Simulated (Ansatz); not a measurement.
Ta₂Si (slab)

```
CELL_PARAMETERS angstrom
5.01794 0.00000 0.00000
1.26544 4.85576 0.00000
0.00000 0.00000 25.41399
ATOMIC_POSITIONS crystal
Ta 0.21408 0.54535 0.30416
Si 0.68746 0.69482 0.30079
Ta 0.83659 0.15494 0.32492
Ta 0.35278 0.02522 0.36970
Si 0.50415 0.49023 0.38607
Ta 0.96214 0.63380 0.39749
Ta 0.83114 0.14745 0.44923
Si 0.29314 0.29207 0.46056
Ta 0.43310 0.75789 0.47530
Ta 0.95575 0.63096 0.52470
Si 0.09570 0.09677 0.53944
Ta 0.55771 0.24140 0.55077
Ta 0.42671 0.75505 0.60251
Si 0.88470 0.89862 0.61393
Ta 0.03606 0.36363 0.63030
Ta 0.55226 0.23391 0.67508
Si 0.70139 0.69402 0.69921
Ta 0.17476 0.84349 0.69584
```

Computed with Ansatz 0.2.0, DFT PBEsol, scalar-relativistic, plane waves, PAW.

Q: Predict the valence pseudo-density and electron localisation function between the atoms.

A: Ta–Si (2.57 Å): the density is about 0.39 e/Å³ at the midpoint; the ELF peaks at about 0.65 in the valence shell of Si, 0.9 Å from its nucleus, and is about 0.35 at the midpoint.
Ta–Si (2.61 Å): ρ at the midpoint is about 0.37 e/Å³; the ELF peaks at about 0.65 in the valence shell of Si, 0.9 Å from its nucleus, and is about 0.35 at the midpoint.

Q: Does the calculation make it a metal, or give it a gap?

A: It is gapless in this calculation (a metal or semimetal).

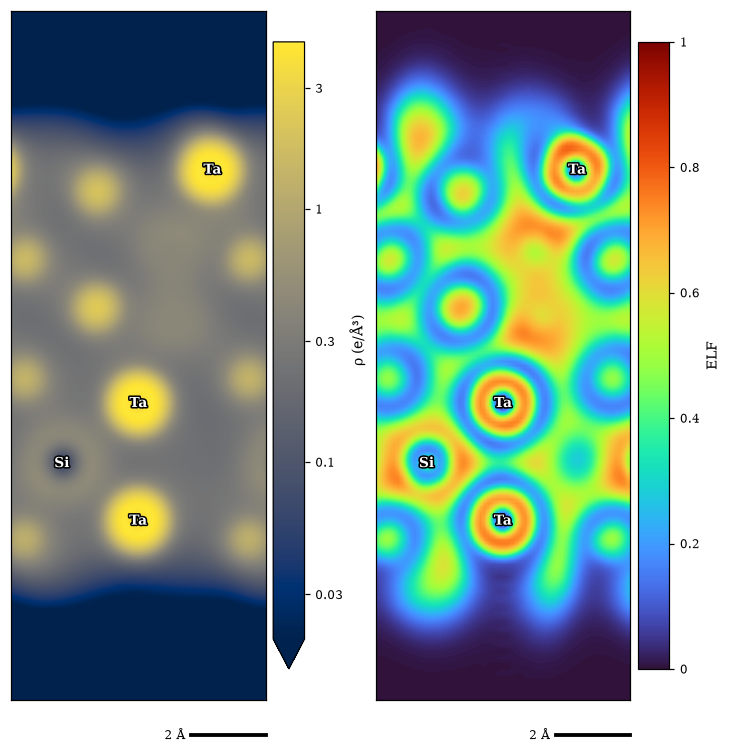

Computed valence pseudo-density and electron localisation function on the (110) plane of the calculation cell, a cut from vacuum to vacuum, in this order. Atoms just off the plane (Ta, 0.7 Å away and Si, 0.8 Å away) can leave unmarked features too.

Core electrons are frozen (PAW), and the valence fields are smoothed inside the atomic spheres.
